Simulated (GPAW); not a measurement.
System: Cu (space group Fm-3m).

Computed with GPAW 26.7.0: PAW DFT in plane waves, on a grid or in atomic orbitals, no spin polarisation; energies at scaled volumes of the given cell, shape and fractions fixed, counted from the fit's minimum, third-order Birch-Murnaghan fit. All runs: no spin polarisation.

k mesh 13×13×13; occupations Fermi–Dirac; smearing width 0.05 eV; wave cutoff 600 eV.

Settings that differ: revPBE + D3(BJ): potentials GPAW-PAW-data-sets-(gpaw-data-1.2.1); r2SCAN: potentials GPAW-PAW-data-sets-(gpaw-data-1.2.1); AM05: potentials PAW-data-sets-made-by gpaw-setup-for-the-functional; PBEsol: potentials PAW-data-sets-made-by gpaw-setup-for-the-functional; M06-L: potentials GPAW-PAW-data-sets-(gpaw-data-1.2.1).

Predict the pressure against volume, with one curve for each functional. The cases: revPBE + D3(BJ); r2SCAN; AM05; PBEsol; M06-L.

The fitted equilibrium volumes, smallest first, are revPBE + D3(BJ) 11.135, AM05 11.433, PBEsol 11.463, r2SCAN 11.575, M06-L 11.579 Å³/atom. The fitted bulk moduli, smallest first, are M06-L 121.5, r2SCAN 162.0, AM05 162.1, PBEsol 164.1, revPBE + D3(BJ) 175.9 GPa. For revPBE + D3(BJ), the pressure falls from 0.28 GPa at volume 11.10 Å³/atom to −15.41 GPa at 12.52 Å³/atom, and changes sign near 11.12 Å³/atom. For r2SCAN, the pressure falls from 7.21 GPa at volume 11.10 Å³/atom to −10.58 GPa at 12.52 Å³/atom, and changes sign near 11.56 Å³/atom.

revPBE + D3(BJ):
```
volume (Å³/atom)  pressure (GPa)
           11.10            0.28
           11.34           -3.26
           11.57           -6.37
           11.81           -9.09
           12.05          -11.48
           12.28          -13.58
           12.52          -15.41
```

r2SCAN:
```
volume (Å³/atom)  pressure (GPa)
           11.10            7.21
           11.34            3.24
           11.57           -0.26
           11.81           -3.35
           12.05           -6.07
           12.28           -8.47
           12.52          -10.58
```

AM05:
```
volume (Å³/atom)  pressure (GPa)
           11.10            4.89
           11.34            1.15
           11.57           -2.15
           11.81           -5.05
           12.05           -7.61
           12.28           -9.87
           12.52          -11.85
```

PBEsol:
```
volume (Å³/atom)  pressure (GPa)
           11.10            5.46
           11.34            1.62
           11.57           -1.76
           11.81           -4.74
           12.05           -7.38
           12.28           -9.70
           12.52          -11.74
```

M06-L:
```
volume (Å³/atom)  pressure (GPa)
           11.10            4.50
           11.34            1.48
           11.57           -1.22
           11.81           -3.61
           12.05           -5.78
           12.28           -7.73
           12.52           -9.49
```

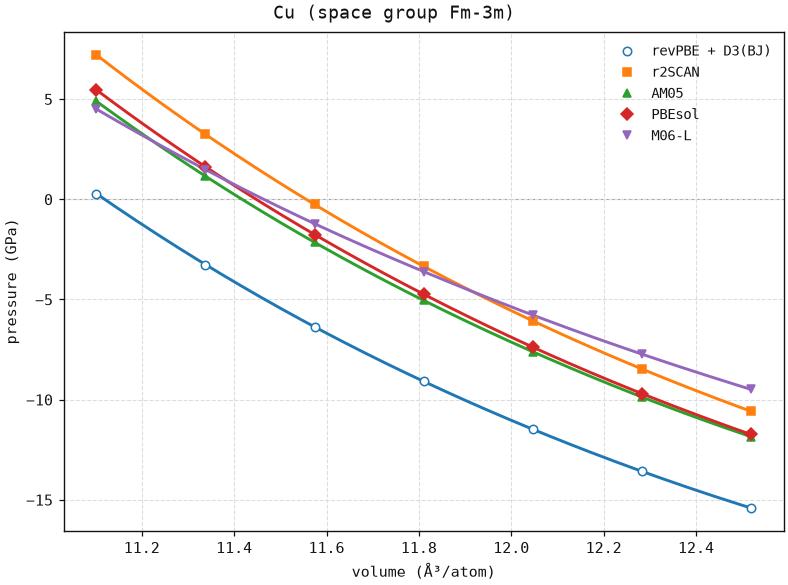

Note: the fit and the printed pressures don't fully agree, or the minimum lies near the end of the range (revPBE + D3(BJ), r2SCAN, M06-L).
